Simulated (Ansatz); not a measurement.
System: C4H6.

Input

```
crystal:
  periodic: [false, false, false]
  atoms:
    - {symbol: C, position_ang: [-0.500377, 0.926244, -0.506260]}
    - {symbol: C, position_ang: [-0.480010, -0.553588, -0.339848]}
    - {symbol: C, position_ang: [0.234308, -0.614340, 0.965551]}
    - {symbol: C, position_ang: [0.762261, 0.222709, -0.147383]}
    - {symbol: H, position_ang: [-0.581040, 1.306730, -1.520289]}
    - {symbol: H, position_ang: [-0.999091, 1.537522, 0.247146]}
    - {symbol: H, position_ang: [-0.700908, -1.335337, -1.047861]}
    - {symbol: H, position_ang: [-0.206766, -0.123928, 1.834428]}
    - {symbol: H, position_ang: [0.772096, -1.530703, 1.190479]}
    - {symbol: H, position_ang: [1.699516, 0.164691, -0.675963]}
basis:
  gaussian: {orbitals: def2-TZVPP}
hamiltonian: {xc: pbe0, dispersion: d4}
output: {orbitals: {seedname: orbitals}}
```

Run with:

```sh
ansatz run in.yaml --threads 4 --pin off --events-out ev --progress --plain --max-ram 10444MiB
```

Geometry: PBE0-D4/def2-TZVP.

Theory: RKS PBE0-D4/def2-TZVPP (Ansatz 0.2.0).

Question: What can the converged electron density and electron localisation function tell about the bonding?

Answer: C–H (1.09 Å): ρ is about 2.1 e/Å³ halfway; the ELF climbs to about 1 towards the hydrogen, as it does in any bond to H; an ordinary covalent bond to hydrogen.

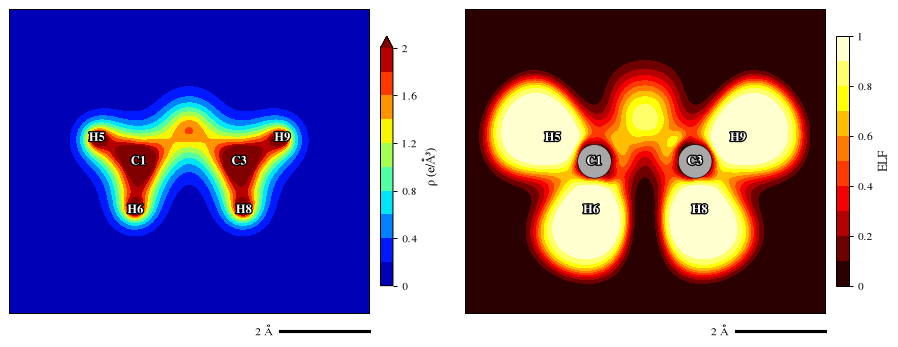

Computed electron density and electron localisation function on the plane of atoms H8, C3 and H9, in this order. Grey discs cover the atomic cores in the ELF map. 
